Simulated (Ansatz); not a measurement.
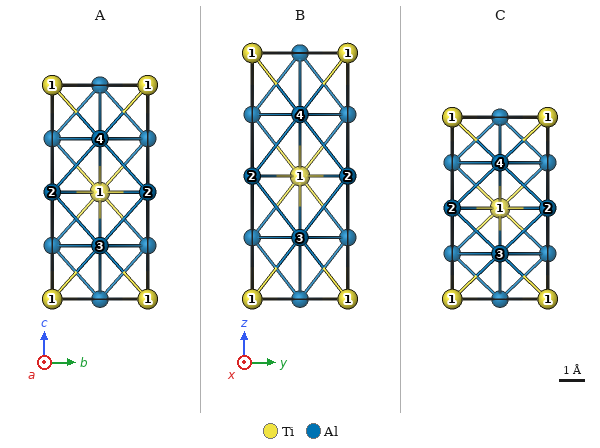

A crystal of TiAl3 (I4/mmm): the cell is strained along z alone, with the atoms kept at their fractional coordinates. x, y and z are the Cartesian axes of the input. The picture is a ball-and-stick view of the conventional cell (2 times the calculation's cell), seen along the a axis. Lengths and directions refer to the drawn axes.

Level of theory: DFT PBE, scalar-relativistic, plane waves, PAW (Ansatz 0.2.0). Set-up: plane-wave cutoff 420 eV; k-point mesh 18 × 18 × 18; occupations gaussian; smearing width 0.15 eV; no spin polarisation. Energies (free energies at the smearing named) are counted from the relaxed crystal.

### Rank the frames from lowest to highest energy.

Lowest first: A (the strain 0.00, 0 meV/atom), B (the strain 0.15, 181 meV/atom), C (the strain −0.15, 301 meV/atom). Over the whole scan: the lowest computed point lies at the strain 0.00 (0 meV/atom). The end points stand at 301 meV/atom (−0.15) and 181 meV/atom (0.15). The distortion keeps the space group I4/mmm. At the strain −0.15 the cell of the drawing goes c 8.623 → 7.329 Å.
